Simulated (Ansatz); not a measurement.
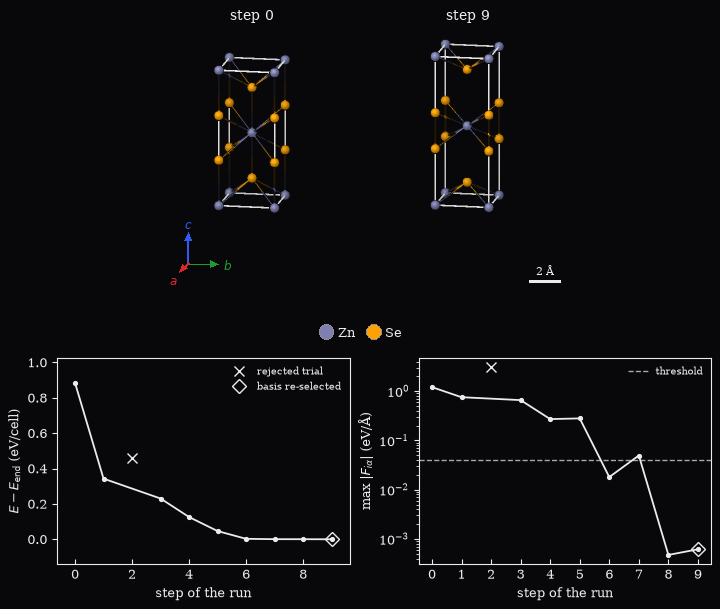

First and last geometry of a relaxation of crystalline ZnSe2 (built on the MoSi2 (C11b)_139 type) (coarse preliminary run), with the history of the run. Style: ball-and-stick. Shown: the conventional cell (2 times the calculation's cell), slightly off an axis. Lengths and directions refer to the drawn axes.

Case: MoSi2 (C11b) type (I4/mmm, No. 139).

These are results of DFT r2SCAN, scalar-relativistic, plane waves, PAW in Ansatz 0.2.0, not measurements. Set-up: plane-wave cutoff 500 eV; k-point mesh 6 × 6 × 6; occupations gaussian; smearing width 0.1 eV; no spin polarisation; cell and atoms relaxed; force threshold 0.04 eV/Å; at most 70 steps.

Q: Did the run converge, and what did it change?

A: It converged. The energy falls by 0.885 eV per cell of the calculation in 7 accepted moves (9 points after the start). The largest force component goes from 1.2 to 0.00062 eV/Å. The pressure goes from −5.70 to −0.01 GPa. The line search rejected the trial step at point 2 of the run. The SCF was repeated once at an unchanged geometry on a basis and grid sized afresh for the cell, which shifted the energy by 0.5 meV per cell of the calculation at most. The largest moves relative to the cell, 0.44 Å, are those of Se atoms. Zn stays in place. Cell: a = b 3.730 → 3.591 Å (−3.7 %), c 9.150 → 10.049 Å (+9.8 %). Volume +1.8 %. Among the contacts that change: Se–Zn 3.065 → 3.809 Å, Se–Se 3.020 → 2.431 Å, Se–Se 3.062 → 3.630 Å, Se–Zn 3.039 → 2.815 Å. The space group stays I4/mmm (No. 139). The run took 100 s on 1 thread of Arm Neoverse V2 (shared host), peak memory 0.53 GiB.
